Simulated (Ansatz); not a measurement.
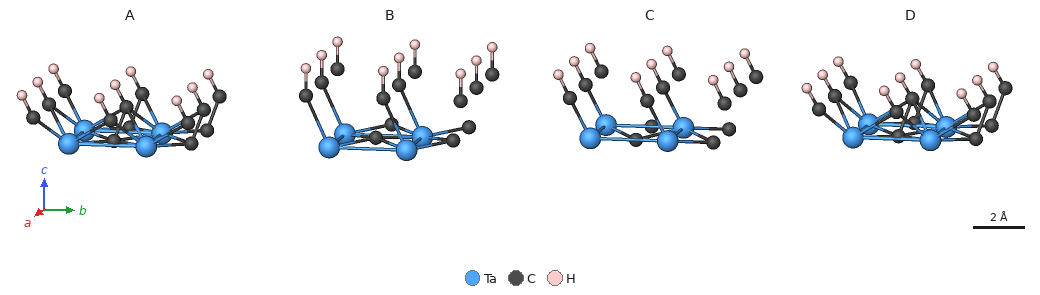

4 geometries from one constrained relaxation of a slab of composition Ta₄HC₅ (cut from the Fm-3m phase), in shuffled order. The picture is a ball-and-stick view of the atoms within 5.0 Å of the atom that moves most (axes of the 2 × 3 repeat of the cell, outlined in the plane, without the vacuum), seen slightly off an axis.

Case: CH put at a bridge C-Ta site. The slab is the (1 0 0) face of TaC with CH on it. 4 atoms are held fixed.

The calculation used Ansatz, DFT PBEsol, scalar-relativistic, plane waves, PAW. Set-up: plane-wave cutoff 420 eV; k-point mesh 9 × 9 × 1; occupations gaussian; smearing width 0.1 eV; no spin polarisation; dipole correction; atoms relaxed in a fixed cell; force threshold 0.03 eV/Å; at most 70 steps.

Order the frames from highest to lowest energy.

B, C, D, A. They are steps 0, 3, 7, 13, at +3.950 eV per cell of the calculation, +2.335 eV per cell of the calculation, +0.465 eV per cell of the calculation relative to the last. The energy falls by 3.950 eV per cell of the calculation in 12 accepted moves (13 points after the start). Largest force component: 3.7 eV/Å at the start, 0.017 eV/Å at the end. 1 step only repeated the SCF at the same geometry. The largest move is that of the H atom, 1.50 Å at 49° to the normal (−c side). Largest moves by element: H 1.50 Å, C 1.03 Å, Ta 0.15 Å. The cell doesn't change. Some distances before and after: C–C 2.305 → 1.437 Å, C–Ta 3.315 → 2.586 Å, C–Ta 2.462 → 2.089 Å, C–Ta 2.227 → 2.149 Å. New bonds form, among them: C–C (2.30 → 1.44 Å). Among the angles between lasting bonds that change: Ta–C–H 153.2° → 155.2°. The run may lie on a higher electronic state than the lowest, so the end point isn't shown to be the ground-state structure.

Limits of the set-up: the periodic images lie only 3.1 Å apart, so the values are limited by the cell's size.
